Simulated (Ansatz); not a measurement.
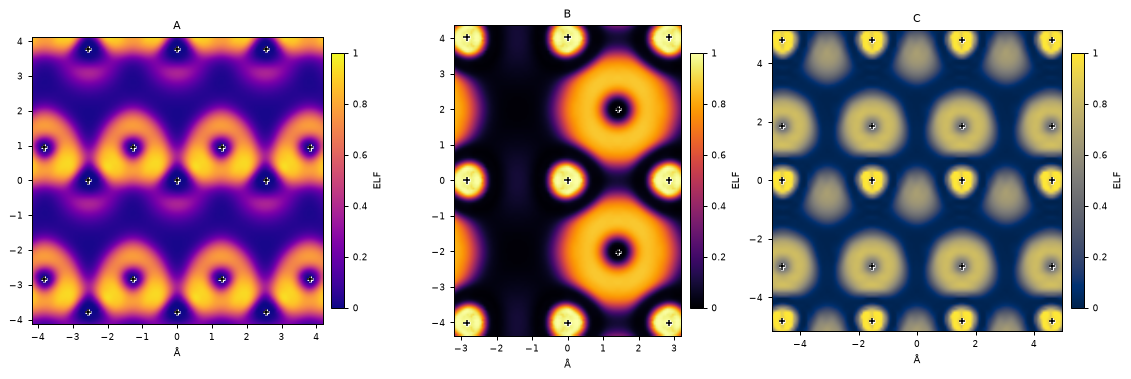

The ELF of 3 systems, each on a plane through atoms (crosses mark nuclei in the plane).

All numbers below come from DFT, PBE, plane waves, PAW in Ansatz 0.2.0.

System 1: BN, the (010) plane of the conventional cell. Space group I-4m2; started from the zincblende prototype, which need not be the ambient phase; changed on purpose from its base cell (uniaxial z strain +4.8%); computed pressure about −12 GPa in this cell.

```yaml
crystal:
  lattice:
    - [1.80483, 1.80483, 0.00000]
    - [-1.80483, 1.80483, 0.00000]
    - [0.00000, 0.00000, 3.78400]
  atoms:
    - { symbol: B, position: [0.00000, 0.00000, 0.00000] }
    - { symbol: B, position: [0.50000, 0.50000, 0.50000] }
    - { symbol: N, position: [0.50000, 0.00000, 0.25000] }
    - { symbol: N, position: [0.00000, 0.50000, 0.75000] }
```

System 2: LiF, the (100) plane of the conventional cell. Space group P6₃mc; started from the wurtzite prototype, which need not be the ambient phase; changed on purpose from its base cell (uniaxial z strain +0.5%); computed pressure about 3 GPa in this cell.

System 3: Li2S, the (110) plane of the conventional cell. Space group Fm-3m; started from the measured structure prototype, which need not be the ambient phase.

Question: Match each panel to its system.

Answer: Panel A is system 1, BN: the plane holds B and N. B–N (1.59 Å): the ELF peaks at about 0.95 between the atoms; a polar covalent bond. Panel B is system 3, Li2S: the plane holds Li and S. Li–S (2.46 Å): the ELF peaks at about 0.85 in the valence shell of S, 0.9 Å from its nucleus, and falls to about 0.05 next to Li: an ionic contact with no shared pair. Panel C is system 2, LiF: the plane holds Li and F. Li–F (1.87 Å): the ELF peaks at about 0.85 in the valence shell of F, 0.7 Å from its nucleus, and falls to about 0 next to Li; an ionic contact with no shared pair.
